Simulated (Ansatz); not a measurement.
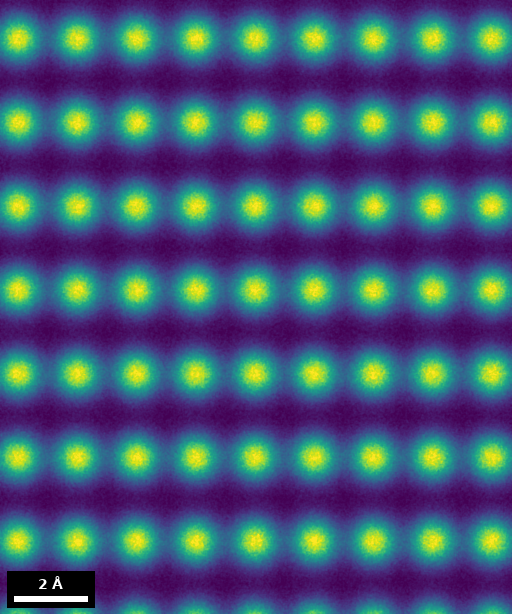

Z-contrast image of Al (Im-3m, No. 229). Simulation: incoherent imaging, intensity Z^1.7 per atom, probe width 1.01 Å, thin sample. The probe carries 25 % of its weight in a tail 2.5 times as wide. Shot noise was added. Model: coordinates from a relaxation with DFT, PBE, plane waves (420 eV) with PAW, scalar-relativistic in Ansatz; the starting structure was generated, so it need not be a known form of this composition.

```cif
data_structure
_symmetry_space_group_name_H-M 'Im-3m'
_symmetry_Int_Tables_number 229
_cell_length_a 3.2377
_cell_length_b 3.2377
_cell_length_c 3.2377
_cell_angle_alpha 90.000
_cell_angle_beta 90.000
_cell_angle_gamma 90.000
_cell_volume 33.94
loop_
_atom_site_label
_atom_site_type_symbol
_atom_site_symmetry_multiplicity
_atom_site_Wyckoff_symbol
_atom_site_fract_x
_atom_site_fract_y
_atom_site_fract_z
_atom_site_occupancy
Al1 Al 2 a 0.00000 0.00000 0.00000 1
```

Which beam direction gives this image, [110], [211], [001] or [221]? (Directions equivalent by symmetry count as one.)

Answer. [110]. The projected cells are 1.62 × 2.29 Å, 90° for [110]; 0.93 × 2.29 Å, 90° for [211]; 2.29 × 2.29 Å, 90° for [001]; 0.76 × 2.29 Å, 90° for [221], and the image repeats as the [110] one does.
